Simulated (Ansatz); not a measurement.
# Al: a failed or faulty run and its cure

System: Al (slab, 4 atoms in the cell).
Method of run 1: DFT, PBE, plane waves, PAW, Ueff = 30 eV on Al f (Ansatz 0.2.0).

Text and figures count atoms from 1; the logs count them from 0 in places.

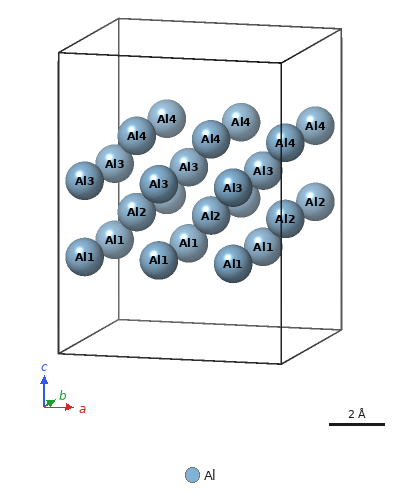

Fig. 1: The structure as given in the input (spheres-only view of the 3 × 2 repeat of the cell, with the vacuum cut short, seen slightly off an axis; atoms are numbered from 1 in the order of the input).

## Input, run 1
```yaml
crystal:
  lattice:
    - [2.8574853682, 0.0, 0.0]
    - [0.0, 4.041094562, 0.0]
    - [0.0, 0.0, 20.2862]
  atoms:
    - { symbol: Al, position: [0.25, 0.25, 0.3943560634] }
    - { symbol: Al, position: [0.75, 0.75, 0.4647853542] }
    - { symbol: Al, position: [0.25, 0.25, 0.5352146454] }
    - { symbol: Al, position: [0.75, 0.75, 0.6056439366] }
kpoints:
  mp_grid: { grid: [13, 9, 1] }
scf:
  occupations: { method: fermi_dirac, width: 0.08 }
  max_iter: 50
hamiltonian:
  xc: pbe
  pseudopotentials: { kind: paw }
  hubbard: { sites: [{ species: Al, l: f, u_eff: 30.0 }] }
output:
  forces: true
  stress: true
  eigenvalues: true
  populations: true
efield:
  axis: 3
  amplitude: 0
  dipole_correction: true
```

Command:
```bash
ansatz run input.yaml --threads 1 --pin off --max-ram 3584MiB --backend cpu --events-out ev --progress --plain --runs-dir out
```

Hardware: 1 thread of Arm Neoverse V2, 24 GiB of memory available, shared host.

## Output (run 1)
```
Error: inconsistent input (hamiltonian.hubbard.sites[].l, hamiltonian.hubbard.sites[].shell): the file of Al doesn't list 4f, and it can't be added: PBE doesn't bind the shell 4f of the free atom, whose level lies at +1.02 eV. Type an atom or ion with it (hamiltonian.pseudopotentials.projection_atoms), take another file or name another shell
```

What should be changed in this input?

The input was spoiled on purpose: a U on a shell that isn't there (`hamiltonian.hubbard`). The program refused the input: “inconsistent input (hamiltonian.hubbard.sites[].l, hamiltonian.hubbard.sites[].shell): the file of Al doesn't list 4f, and it can't be added: PBE doesn't bind the shell 4f of the free atom, whose level lies at +1.02 eV …”

A run of the same system that converges differs from this input as follows (lines with − go, lines with + come):
```diff
-  max_iter: 50
-  hubbard: { sites: [{ species: Al, l: f, u_eff: 30.0 }] }
```

## Output, shortened to warnings, some set-up lines, iterations and results (run 2)
```
Basis set: ecut = 420 eV, 4591 PW (Γ), exchange–correlation on 40×60×288 points (8 copies of the dense FFT grid, shifted against one another)
Symmetry: 4 space group operations
k-points: 35 of 117
Initial density: superposition of atomic densities (neutral atoms: chi_scale 0, normalization atom), corrected by the library's trained network
[...]
SCF iter   1: F=—  HF=-2148.701380 eV  |F-HF|=—  |Δ(HF+E_count)|=         —  Δρ=1.05e-3  dr2=4.83e-3  ethr=1.77e-3  p=0.000 e·Å  D=3.79e-11 V/Å  ΔV_dip=-0.00 eV  …
SCF iter   2: F=—  HF=-2148.702243 eV  |F-HF|=—  |Δ(HF+E_count)|=   8.63e-4  Δρ=3.19e-4  dr2=1.45e-3  ethr=4.02e-5  p=0.000 e·Å  D=8.47e-5 V/Å  ΔV_dip=-0.00 eV  …
SCF iter   3: F=—  HF=-2148.702091 eV  |F-HF|=—  |Δ(HF+E_count)|=   1.52e-4  Δρ=1.23e-4  dr2=2.88e-4  ethr=1.21e-5  p=-0.000 e·Å  D=-4.30e-5 V/Å  ΔV_dip=0.00 eV  …
SCF iter   4: F=—  HF=-2148.702060 eV  |F-HF|=—  |Δ(HF+E_count)|=   3.04e-5  Δρ=3.85e-5  dr2=1.90e-5  ethr=2.40e-6  p=0.000 e·Å  D=1.87e-6 V/Å  ΔV_dip=-0.00 eV  …
SCF iter   5: F=—  HF=-2148.702218 eV  |F-HF|=—  |Δ(HF+E_count)|=   1.58e-4  Δρ=8.06e-6  dr2=6.10e-7  ethr=1.58e-7  p=-0.000 e·Å  D=-8.93e-6 V/Å  ΔV_dip=0.00 eV  …
SCF iter   6: F=-2148.702218 eV  HF=-2148.702219 eV  |F-HF|=4.92e-8  |Δ(HF+E_count)|=   9.55e-8  Δρ=1.28e-6  dr2=4.00e-8  ethr=8.33e-10  p=0.000 e·Å  D=1.31e-5 V/Å  …
SCF 1 converged in 6 iterations: F = -2148.702218 eV  dr2 = 4.00e-8
SCF converged after 6 iterations
Free energy (F): -2148.702218 eV
Harris-Foulkes:  -2148.702219 eV  (|F-HF|=4.92e-8)
Internal energy: -2148.676791 eV  (E = F + TS)
E sigma→0 (E₀):  -2148.689505 eV
Entropy (-TS):   -0.025427 eV (-6.357 meV/atom)
Fermi energy:    -0.644922 eV
Dipole field:    D = -0.000160 V/Å  (p = -0.000207 e·Å, saw-weighted, corrected)
Work function:   Φ+ = 4.1182 eV   Φ− = 4.1150 eV
Levels:          The Fermi level and band energies are counted from a zero that moves with the ramp; work functions are not
--- Per-component energies (eV) ---
  E_band       = -55.125294
  E_kinetic    = 83.715450
  E_local      = -1889.317816  (includes V_loc(G=0)·N_el)
  E_nonlocal   = 42.179094
  E_hartree    = 916.427779
  E_xc         = -154.697664
  E_vxc        = -110.102770  (∫ρ·V_xc dr)
  E_paw        = -1869.088251  (= ΣΔE_a)
  E_vpaw       = -14.456515  (= ΣTr[D̂ρ^β])
  E_aug_tail   = -0.000008  (compensation charges beyond the density's cutoff)
  E_efield     = 0.000000  (sawtooth field / dipole correction)
  E_vefield    = 0.000000  (∫n·V_field dr)
  E_ewald      = 722.104625
  E_smearing   = -0.025427  (= −TS)
  E_closure    = -0.000000  (closes the sum)
  Σ components = -2148.702218   (vs F -2148.702218, Δ=0.00e0)
--- Forces (eV/Å), atoms counted from 1 ---
  atom   1  Al     0.00000000     0.00000000     0.10888910
  atom   2  Al     0.00000000    -0.00000000    -0.22696698
  atom   3  Al     0.00000000     0.00000000     0.22699309
  atom   4  Al     0.00000000     0.00000000    -0.10885560
  max |Σ_I F_I| component: 5.96e-5 eV/Å
--- Stress (GPa, compression-positive) ---
       -2.334612       0.000000       0.000000
        0.000000      -0.762792      -0.000000
        0.000000      -0.000000      -0.097596
  P = ⅓ Tr σ = -1.0650 GPa (-10.650 kbar)
--- Löwdin populations: 4 sites ---
  site symbol       q [e]
     0     Al      2.9406
     1     Al      2.9629
     2     Al      2.9629
     3     Al      2.9406
  spilling = 0.016090 (of n_electrons = 12.000000)
```

## The two runs side by side

```tsv
quantity	run 1	run 2
outcome	refused	converged
free energy per atom (eV)	–	−537.1756
largest force (eV/Å)	–	0.227
SCF iterations	–	6
irreducible k-points	–	35
plane waves at Γ	–	4591
```
